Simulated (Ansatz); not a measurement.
Start from this file.

```
CELL_PARAMETERS angstrom
3.03140 0.00000 0.00000
0.00000 3.03140 0.00000
0.00000 0.00000 3.03140
ATOMIC_POSITIONS crystal
Al 0.00000 0.00000 0.00000
Ru 0.50000 0.50000 0.50000
```

Question: Describe what this structure looks like.

Answer: The formula is AlRu. The lattice is primitive cubic and the space group Pm-3m (No. 221). Prototype: caesium chloride (CsCl, B2) type. The cell has 2 atoms, namely 1 Al, 1 Ru. Each Al atom is coordinated by eight Ru in a cubic arrangement at 2.63 Å. About every Ru there are eight Al in a cubic arrangement at 2.63 Å. Not all metal-metal contacts are counted. The bonds build a three-dimensional framework.

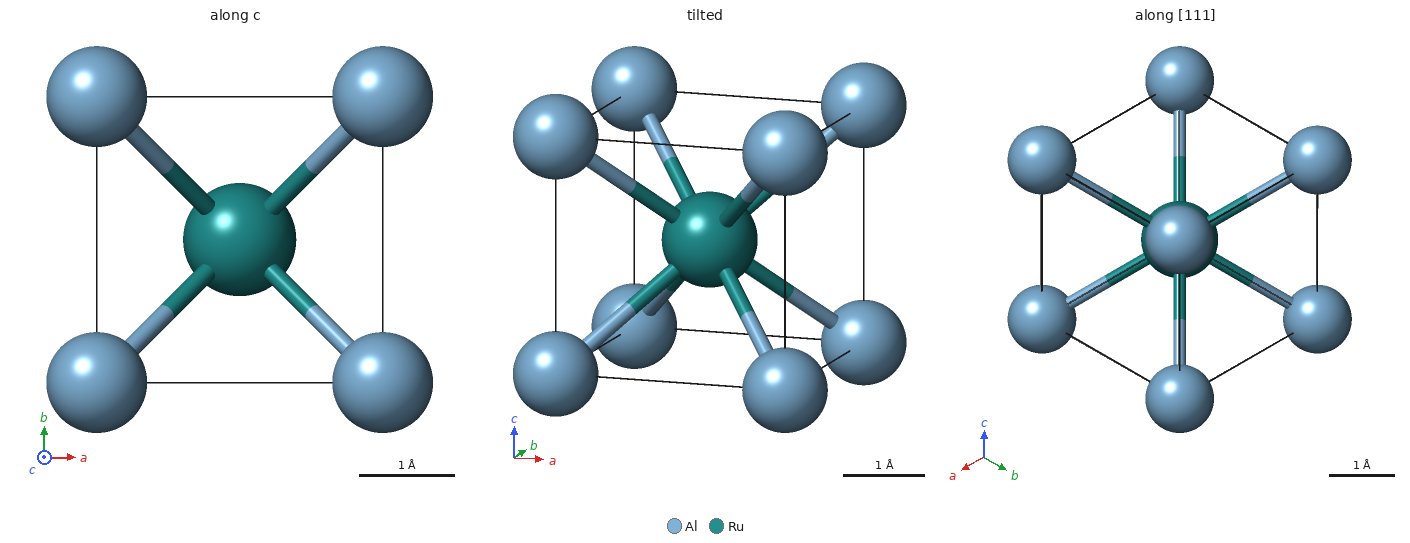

Shown here is a ball-and-stick view of the crystal, taken along the c axis, slightly off an axis and along [111]. Lines trace the edges of the conventional unit cell. Colours: aluminium light blue, ruthenium teal.

Origin of the cell: a structure listed in the Materials Project. Earlier steps of the study may have refined or changed the cell and positions. It was the input of a calculation with Ansatz.
